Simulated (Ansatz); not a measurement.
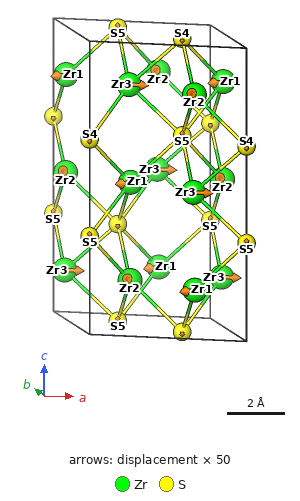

This is a relaxation of a crystal of Zr3S2 (set up in R32). The starting structure is drawn; orange arrows show the displacements (the part carried along by the change of the cell is left out), 50 times their true length.

A ball-and-stick model of the conventional cell (3 times the calculation's cell), seen slightly off an axis. Lengths and directions refer to the drawn axes.

The run lets cell and atoms move.

These are results of Ansatz 0.2.0, Kohn-Sham DFT of a periodic cell, PBEsol, DFT+U, Ansatz PAW, not measurements.

Input
```yaml
crystal:
  lattice:
    - [2.9025379727, 1.6757810799, 3.4877732718]
    - [-2.9025379727, 1.6757810799, 3.4877732718]
    - [0.0, -3.3515621597, 3.4877732718]
  atoms:
    - { symbol: Zr, position: [0.838727, 0.5, 0.161273] }
    - { symbol: Zr, position: [0.5, 0.161273, 0.838727] }
    - { symbol: Zr, position: [0.161273, 0.838727, 0.5] }
    - { symbol: S, position: [0.665023, 0.665023, 0.665023] }
    - { symbol: S, position: [0.334977, 0.334977, 0.334977] }
hamiltonian:
  xc: pbesol
  pseudopotentials: { kind: paw }
  hubbard: { sites: [{ species: Zr, l: d, u_eff: 5.0 }] }
kpoints:
  mp_grid: { grid: [6, 6, 6] }
scf:
  occupations: { method: fermi_dirac, width: 0.05 }
output:
  forces: true
  stress: true
  eigenvalues: true
relax:
  f_tol: 0.01
  max_steps: 40
  cell: { stress_tol: 0.05 }
```

Launched with:
```bash
ansatz run input.yaml --threads 2 --pin off --max-ram 5632MiB --backend cpu --events-out ev --progress --plain --runs-dir out
```

### Atoms of which element are displaced furthest, and by how much?

Zirconium: up to 0.015 Å, against 0.004 Å for sulfur.

### What happened in the run?

Over 3 accepted moves (5 points after the start) the energy falls by 6.6 meV per cell of the calculation. The largest force component goes from 0.15 to 0.0067 eV/Å. The pressure goes from 0.87 to 0.01 GPa. The line search rejected the trial step at point 1 of the run. At 1 point the geometry stayed and the basis and grid were re-selected for the new cell (energy shift of 0.1 meV per cell of the calculation at most each time). The largest moves relative to the cell, 0.015 Å, are those of Zr1, Zr2 and Zr3. Zr1 goes along [−1 −1 0]. Largest moves by element: Zr 0.015 Å, S 0.004 Å. The drawn cell changes as follows: a = b 5.805 → 5.819 Å (+0.2 %), c 10.463 → 10.511 Å (+0.5 %); the volume changes by +0.9 %. Some distances before and after: Zr1–Zr2 3.325 → 3.346 Å, Zr1–Zr2 (another image) 3.406 → 3.388 Å, Zr1–S4 2.605 → 2.622 Å, Zr1–Zr2 (another image) 3.488 → 3.504 Å. The space group stays R32 (No. 155). At step 1 the optimiser overshot: the energy rose above the start, and later steps came back. Cost: 30 s on 2 threads of Intel(R) Xeon(R) Platinum 8488C (Sapphire Rapids) (shared host), peak memory 0.52 GiB.
